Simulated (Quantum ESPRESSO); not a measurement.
**BN (F-43m): phonon deformation potentials, worked out**

Aim: the phonon deformation potentials p and q of BN (F-43m), tested on a biaxially strained cell.

Method: DFT LDA, scalar-relativistic, plane waves, PseudoDojo norm-conserving pseudopotentials, in Quantum ESPRESSO 7.5.

### Step 1. Starting point

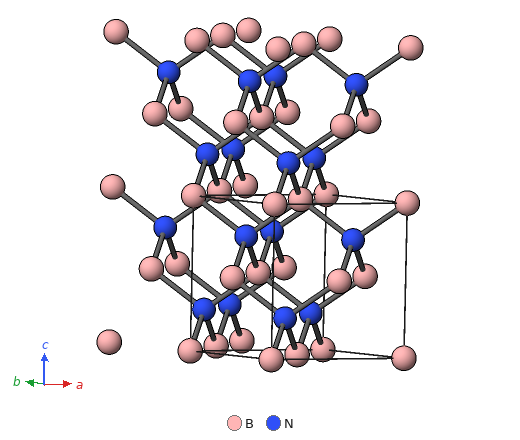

The cell as given, slightly off an axis (boron pink, nitrogen blue). 1×2×2 cells are drawn. This picture shows the conventional cell, with its axes. Bonds to atoms that aren't drawn are left out. Some periodic images of atoms are drawn too.

### Step 2. Uniaxial strain

The relaxed cell is stretched along z alone. This keeps all atoms on sites fixed by symmetry and splits the threefold mode into a singlet, polarised along z, and a doublet. The macroscopic field is left out, so these are transverse modes. Cutoff 92 Ry, k mesh 12×12×12.

From the response at ε_zz = 0.01:

Log:

```text
[banners, grids, parts of the stress and lines that vanish by symmetry left out]
Program PHONON v.7.5
     Reading xml data from directory:

[...]
Exchange-correlation= PW
                           (   1   4   0   0   0   0   0)
[...]
kinetic-energy cut-off    =      92.0000  Ry
     charge density cut-off    =     368.0000  Ry
     convergence threshold     =      1.0E-18
[...]
Exchange-correlation= PW
                           (   1   4   0   0   0   0   0)
[...]
q = (   0.0000000   0.0000000   0.0000000 )
      9 Sym.Ops. (with q -> -q+G )
     G cutoff =  215.6230  (   9361 G-vectors)     FFT grid: ( 30, 30, 30)
     number of k points=   163
[...]
Mode symmetry, D_2d (-42m) point group:
[...]
Representation #   1 mode #   1
[...]
End of self-consistent calculation
     Convergence has been achieved
     Representation #   2 mode #   2
[...]
End of self-consistent calculation
     Convergence has been achieved
     Representation #   3 modes #   3   4
[...]
End of self-consistent calculation
     Convergence has been achieved
     Representation #   4 modes #   5   6
[...]
End of self-consistent calculation
     Convergence has been achieved
[...]
q = (    0.000000000   0.000000000   0.000000000 )
[...]
freq (    1) =       0.056052 [THz] =       1.869685 [cm-1]
     freq (    2) =       0.056411 [THz] =       1.881670 [cm-1]
     freq (    3) =       0.056411 [THz] =       1.881670 [cm-1]
     freq (    4) =      31.527378 [THz] =    1051.640124 [cm-1]
     freq (    5) =      31.698657 [THz] =    1057.353385 [cm-1]
     freq (    6) =      31.698657 [THz] =    1057.353385 [cm-1]
[...]
Mode symmetry, D_2d (-42m) point group:
     freq (   1-   1) =          1.9  [cm-1]   --> B_2  X_3  W_2   I+R
     freq (   2-   3) =          1.9  [cm-1]   --> E    X_5  W_3   I+R
     freq (   4-   4) =       1051.6  [cm-1]   --> B_2  X_3  W_2   I+R
     freq (   5-   6) =       1057.4  [cm-1]   --> E    X_5  W_3   I+R

   JOB DONE.
```

| ε_zz | singlet (cm⁻¹) | doublet (cm⁻¹) | σ_zz (GPa) | σ_xx (GPa) |
| --- | --- | --- | --- | --- |
| -0.01 | 1085.15 | 1079.93 | -8.346 | -2.018 |
| -0.005 | 1076.95 | 1074.28 | -4.164 | -1.000 |
| 0 | 1068.63 | 1068.63 | -0.029 | -0.029 |
| 0.005 | 1060.19 | 1062.99 | 4.061 | 0.897 |
| 0.01 | 1051.64 | 1057.35 | 8.105 | 1.778 |

Stress is counted positive in tension.

### Step 3. The fit

To first order ω² − ω₀² = p ε_zz + q (ε_xx + ε_yy) for the mode along z, and likewise for x and y. With ε_zz alone the singlet gives p and the doublet q.

The linear terms of parabolas through ω² are p = -3.14 ω₀² and q = -2.11 ω₀², with ω₀ = 1068.6 cm⁻¹. Those of the stresses are C11 = 823 GPa and C12 = 190 GPa. Under hydrostatic strain p and q imply γ = −(p + 2q)/(6 ω₀²) = 1.23.

A layer held to an in-plane strain ε and free along z takes ε_zz = −2 (C12/C11) ε = -0.461 ε. To first order the singlet then shifts by (q − p C12/C11) ε / ω₀ = -1485 ε cm⁻¹. For ε = 0.004, ε_zz = -0.00185, the formulas for ω² predict 1062.68 cm⁻¹ for the singlet and 1059.46 cm⁻¹ for the doublet.

### Step 4. A biaxially strained cell

This run was no part of the fit.

Log:

```text
[banners, grids, parts of the stress and lines that vanish by symmetry left out]
[banner, memory and clock lines left out]
Program PHONON v.7.5

[...]
Exchange-correlation= PW
                           (   1   4   0   0   0   0   0)
[...]
kinetic-energy cut-off    =      92.0000  Ry
     charge density cut-off    =     368.0000  Ry
     convergence threshold     =      1.0E-18
[...]
Exchange-correlation= PW
                           (   1   4   0   0   0   0   0)
[...]
q = (   0.0000000   0.0000000   0.0000000 )
      9 Sym.Ops. (with q -> -q+G )
     G cutoff =  213.9386  (   9361 G-vectors)     FFT grid: ( 30, 30, 30)
     number of k points=   163
[...]
Mode symmetry, D_2d (-42m) point group:
[...]
Representation #   1 mode #   1
[...]
End of self-consistent calculation
     Convergence has been achieved
     Representation #   2 mode #   2
[...]
End of self-consistent calculation
     Convergence has been achieved
     Representation #   3 modes #   3   4
[...]
End of self-consistent calculation
     Convergence has been achieved
     Representation #   4 modes #   5   6
[...]
End of self-consistent calculation
     Convergence has been achieved
[...]
q = (    0.000000000   0.000000000   0.000000000 )
[...]
freq (    1) =       0.038117 [THz] =       1.271456 [cm-1]
     freq (    2) =       0.038117 [THz] =       1.271456 [cm-1]
     freq (    3) =       0.038423 [THz] =       1.281666 [cm-1]
     freq (    4) =      31.761717 [THz] =    1059.456844 [cm-1]
     freq (    5) =      31.761717 [THz] =    1059.456844 [cm-1]
     freq (    6) =      31.859450 [THz] =    1062.716866 [cm-1]
[...]
Mode symmetry, D_2d (-42m) point group:
     freq (   1-   1) =          1.3  [cm-1]   --> B_2  X_3  W_2   I+R
     freq (   2-   3) =          1.3  [cm-1]   --> E    X_5  W_3   I+R
     freq (   4-   5) =       1059.5  [cm-1]   --> E    X_5  W_3   I+R
     freq (   6-   6) =       1062.7  [cm-1]   --> B_2  X_3  W_2   I+R
```

| mode | predicted (cm⁻¹) | run (cm⁻¹) |
| --- | --- | --- |
| singlet | 1062.68 | 1062.72 |
| doublet | 1059.46 | 1059.46 |

The stress along z is -0.030 GPa and that in the plane 3.617 GPa; the unstrained cell carries -0.029 GPa.

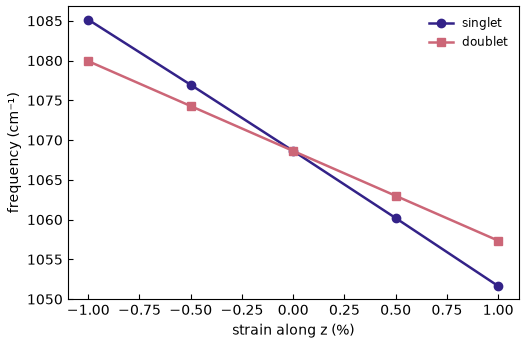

The two components under uniaxial strain.

### Step 5. Results

```
p (in units of the squared frequency)           : -3.135
q (same units)                                  : -2.113
shift of the singlet per unit of biaxial strain : -1485 cm⁻¹
C11 and C12                                     : 823 and 190 GPa
```

To first order, one per cent of tensile biaxial strain moves the singlet of BN (F-43m) by -14.8 cm⁻¹ and the doublet by -22.8 cm⁻¹; the formulas miss the test run by up to 0.04 cm⁻¹. In backscattering from (001) the mode polarised along z is the one seen in diamond and zinc-blende crystals; in a polar crystal it is the LO mode, whose potentials differ somewhat from these. The third potential, r, needs shear strain and a relaxation of the atoms, which was not run. These are harmonic values at zero temperature.

[Host names and launcher messages were left out of these logs when they were recorded.]

[Logs are printed without paths, hosts, clocks, repeated set-up lines and the standing remarks that a program may print on its own settings, such as how far it seeks lower states.]

[Hosts, paths, dates, database ids (printed as entryN), source tags and the programs' standing remarks are cut or masked in the printed files.]
